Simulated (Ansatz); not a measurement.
# Energy of AlCu along a strain of the cell

System: AlCu (2 atoms in the cell).
Method: Kohn-Sham DFT of a periodic cell, PBEsol, all-electron LAPW, scalar-relativistic, no spin polarisation (Ansatz 0.2.0).

The 5 runs differ only in the geometry, by a strain of the cell at fixed fractional positions. Against run 3, the strain is εxy = η. The structure derives from a Materials Project entry.

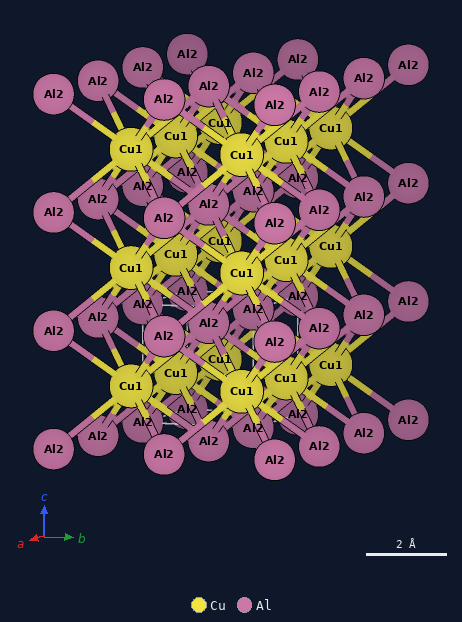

Figure 1. The structure of run 3 (ball-and-stick view of the cell of the calculation, repeated 3 × 2 × 3, seen slightly off an axis; atoms are numbered from 1 in the order of the input).

**Input of run 3**
```yaml
crystal:
  lattice:
    - [2.997509, 0.0, 0.0]
    - [0.0, 2.997509, 0.0]
    - [0.0, 0.0, 2.997509]
  atoms:
    - { symbol: Cu, position: [0.5, 0.5, 0.5] }
    - { symbol: Al, position: [0.0, 0.0, 0.0] }
kpoints:
  mp_grid: { grid: [9, 9, 9] }
scf:
  occupations: { method: fermi_dirac, width: 0.05 }
hamiltonian:
  xc: pbesol
  pseudopotentials: { kind: all_electron, lapw: { basis_error: 0.001 } }
output:
  forces: true
  stress: true
  eigenvalues: true
```

Command:
```bash
ansatz run input.yaml --threads 1 --pin off --max-ram 3072MiB --backend cpu --events-out ev --progress --plain --runs-dir out
```

Lattice vectors (Å) and fractional positions of run 3:
```
   2.997509    0.000000    0.000000
   0.000000    2.997509    0.000000
   0.000000    0.000000    2.997509
Cu  0.500000  0.500000  0.500000
Al  0.000000  0.000000  0.000000
```

Run 2 differs from it as follows:
```diff
-    - [2.997509, 0.0, 0.0]
-    - [0.0, 2.997509, 0.0]
+    - [2.997509, -0.02997509, 0.0]
+    - [-0.02997509, 2.997509, 0.0]
```

**Results, with one run withheld**

| run | strain parameter η (%) | free energy per atom, from the lowest run given (meV) | pressure (GPa) |
| --- | --- | --- | --- |
| 1 | −2.0000 | 2.84 | −4.46 |
| 2 | −1.0000 | ? | ? |
| 3 | 0.0000 | 0.00 | −4.68 |
| 4 | 1.0000 | 0.54 | −4.62 |
| 5 | 2.0000 | 2.84 | −4.46 |

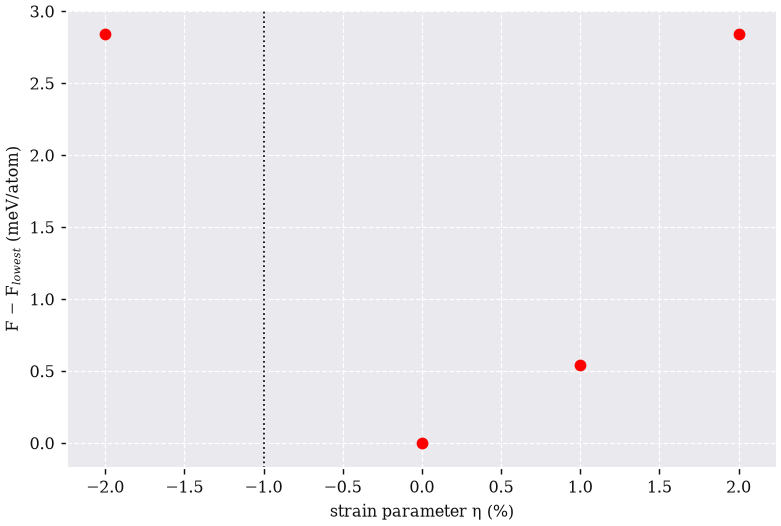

Figure 2. Free energy per atom of the runs given; the dotted line marks run 2.

Estimate the energy of run 2 from the others.

A quadratic polynomial in the coordinate, fitted to the 4 runs given, misses them by at most 0.10 meV per atom. With x = η − 0.2500, it reads F = −0.031932 + 0.35036 x + 0.72545 x² (meV per atom). At run 2 it gives 0.66 meV per atom, and the run itself gives 0.54. The fit has its minimum at η = 0.0085 %.

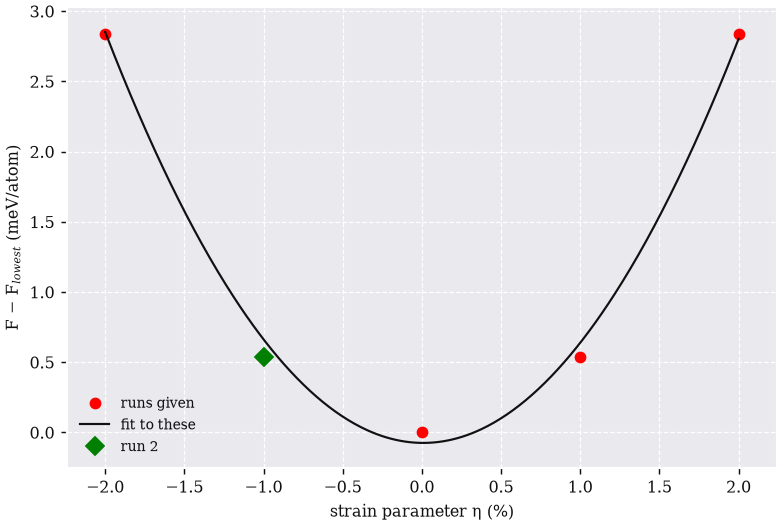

Figure 3. The fit and the withheld run.

**Output, shortened to warnings, some set-up lines, iterations and results (run 2)**
```
Basis set: ecut = 236.64908862487508 eV, 243 PW (Γ), exchange–correlation at level 2
Symmetry: 8 space group operations
k-points: 125 of 729
Initial density: superposition of atomic densities (chi_scale 0.1, normalization cell, long waves kept (reshape's long-wave potential 0.00 eV rms))
[...]
SCF iter   1: F=—  HF=-51594.752012 eV  |F-HF|=—  |Δ(HF+E_count)|=         —  Δρ=4.86e-2  dr2=6.50e-1  ethr=2.16e-3  ⟨swp⟩=2.1  Hψ=16605  notcnv=0
SCF iter   2: F=—  HF=-51600.418102 eV  |F-HF|=—  |Δ(HF+E_count)|=    5.67e0  Δρ=4.71e-2  dr2=8.91e-1  ethr=2.16e-3  ⟨swp⟩=3.0  Hψ=8354  notcnv=0
SCF iter   3: F=—  HF=-51594.189937 eV  |F-HF|=—  |Δ(HF+E_count)|=    6.23e0  Δρ=2.81e-2  dr2=3.40e-1  ethr=2.16e-3  ⟨swp⟩=2.4  Hψ=7070  notcnv=0
SCF iter   4: F=—  HF=-51592.831720 eV  |F-HF|=—  |Δ(HF+E_count)|=    1.36e0  Δρ=8.55e-3  dr2=1.62e-2  ethr=5.41e-5  ⟨swp⟩=2.0  Hψ=12274  notcnv=0
SCF iter   5: F=—  HF=-51592.765397 eV  |F-HF|=—  |Δ(HF+E_count)|=         —  Δρ=2.14e-3  dr2=1.51e-3  ethr=5.41e-5  ⟨swp⟩=2.1  Hψ=6544  notcnv=0
SCF iter   6: F=—  HF=-51592.763177 eV  |F-HF|=—  |Δ(HF+E_count)|=   2.22e-3  Δρ=1.10e-3  dr2=4.46e-4  ethr=5.05e-6  ⟨swp⟩=2.0  Hψ=6518  notcnv=0
SCF iter   7: F=—  HF=-51592.762318 eV  |F-HF|=—  |Δ(HF+E_count)|=   8.60e-4  Δρ=1.75e-4  dr2=1.18e-5  ethr=1.49e-6  ⟨swp⟩=2.0  Hψ=6517  notcnv=0
SCF iter   8: F=—  HF=-51592.762295 eV  |F-HF|=—  |Δ(HF+E_count)|=   2.27e-5  Δρ=2.27e-5  dr2=1.88e-7  ethr=3.92e-8  ⟨swp⟩=2.0  Hψ=6520  notcnv=0
SCF iter   9: F=—  HF=-51592.762294 eV  |F-HF|=—  |Δ(HF+E_count)|=   3.88e-7  Δρ=7.50e-6  dr2=2.21e-8  ethr=6.28e-10  ⟨swp⟩=2.2  Hψ=6554  notcnv=0
SCF iter  10: F=-51592.762294 eV  HF=-51592.762294 eV  |F-HF|=9.90e-10  |Δ(HF+E_count)|=   3.85e-8  Δρ=4.72e-7  dr2=7.92e-11  ethr=7.38e-11  ⟨swp⟩=2.1  Hψ=6526  notcnv=0
SCF 1 converged in 10 iterations: F = -51592.762294 eV  dr2 = 7.92e-11
SCF converged after 10 iterations
Free energy (F): -51592.762294 eV
Harris-Foulkes:  -51592.762294 eV  (|F-HF|=9.90e-10)
Internal energy: -51592.755458 eV  (E = F + TS)
E sigma→0 (E₀):  -51592.758876 eV
Entropy (-TS):   -0.006836 eV (-3.418 meV/atom)
Fermi energy:    13.952055 eV
--- Per-component energies (eV) ---
  E_band       = -895.807146
  E_kinetic    = 52370.850959
  E_xc         = -2297.293591
  E_electrostatic = -101666.312826  (all electrons and nuclei)
  E_smearing   = -0.006836  (= −TS)
  E_closure    = 0.000000  (closes the sum)
  E_atoms      = -51584.048694  (free atoms, spherical and without spin; not in F)
  Σ components = -51592.762294   (vs F -51592.762294, Δ=0.00e0)
  Basis errors (estimates in eV, not in F): energy 2.7e-4 per atom: plane waves 2.4e-4 (1.2e-4 summed), levels above the bands 4.2e-34, relativity 3.0e-9, radial functions 3.4e-5, core shells 2.7e-11; eigenvalues (radial functions only) 1.7e-6; not estimated: angular momenta, meshes, grids; target …
--- Forces (eV/Å), atoms counted from 1 ---
  atom   1  Cu     0.00000000     0.00000000     0.00000000
  atom   2  Al    -0.00000000    -0.00000000     0.00000000
  max |Σ_I F_I| component: 4.73e-30 eV/Å
--- Stress (GPa, compression-positive) ---
       -4.623969       0.785166       0.000000
        0.785166      -4.623969       0.000000
        0.000000       0.000000      -4.615752
  P = ⅓ Tr σ = -4.6212 GPa (-46.212 kbar)
```
